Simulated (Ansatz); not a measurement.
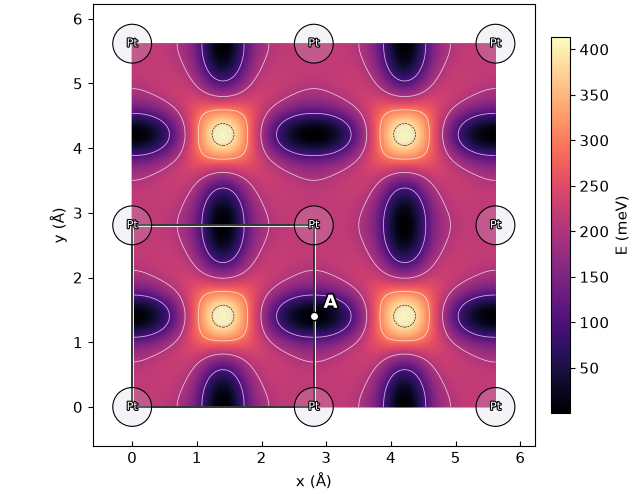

H on a Pt(100) slab cut from the Fm-3m phase, its upper half relaxed before the scan (3 atoms of substrate and one adsorbate in a 1 × 1 cell). 
- H is moved over the surface cell; relaxed at each place: the height of the adsorbate's atoms; substrate rigid; the origin of the map has the adsorbate above Pt3.
- Places are given modulo a cell vector. The map is drawn in real space over the plane of the surface.
- The scan uses a 6 × 6 grid; 10 points were computed and 26 follow by symmetry.
- Energies are in meV, from the lowest grid point.
- With one adsorbate in each 1 × 1 cell, its nearest image is 2.8 Å away, so neighbouring adsorbates interact.
- The calculation used Ansatz, DFT PBE, scalar-relativistic, plane waves, PAW. Settings: cutoff 420 eV, k-mesh 9×9×1, gaussian smearing 0.1 eV, no spin polarisation.

Drawn: a smooth colour map with a few white contour lines, labelled circles for the atoms of the top layer and small ones for the second layer, the outline of one cell of the 2 × 2 shown, the point A. Between grid points the surface is interpolated.

### What is the easiest way out of the well at A, and how high is the barrier?

The easiest path leads from the well at a bridge site between two Pt atoms, (0/6, 3/6) of the cell vectors to a well of about the same depth at a bridge site between two Pt atoms, (3/6, 0/6) of the cell vectors. Its highest point lies about 220 meV above the bottom of the first well on the interpolated surface, at about (0.10, 1.00) of the cell vectors. This is the barrier on the constrained surface; relaxing the other coordinates would change it.

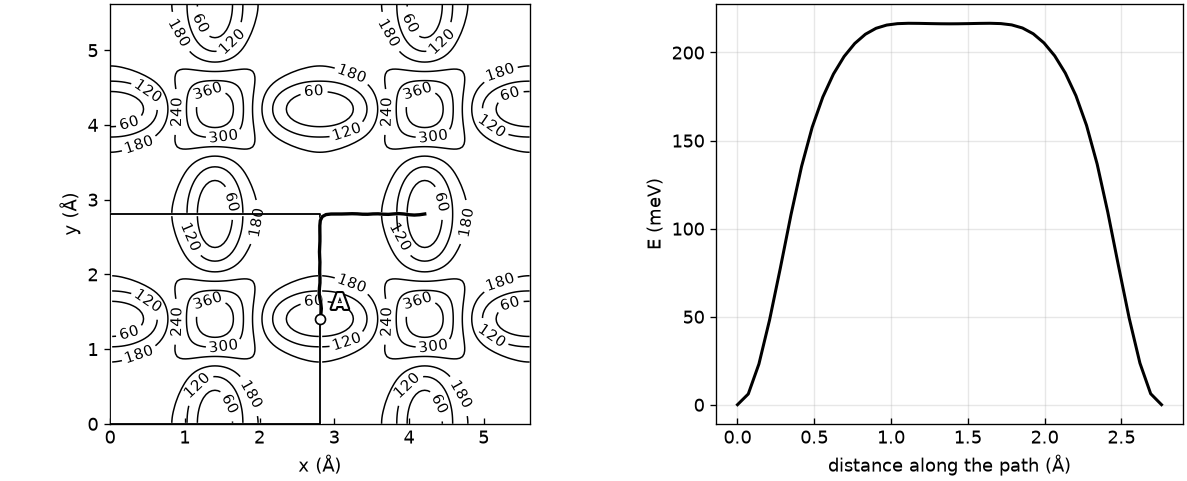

In the figure: contour lines labelled in meV, a line along the lowest path, the outline of one cell of the 2 × 2 shown, the energy along the path at the right. Between grid points the surface is interpolated.

PAW datasets: the set soft_1.
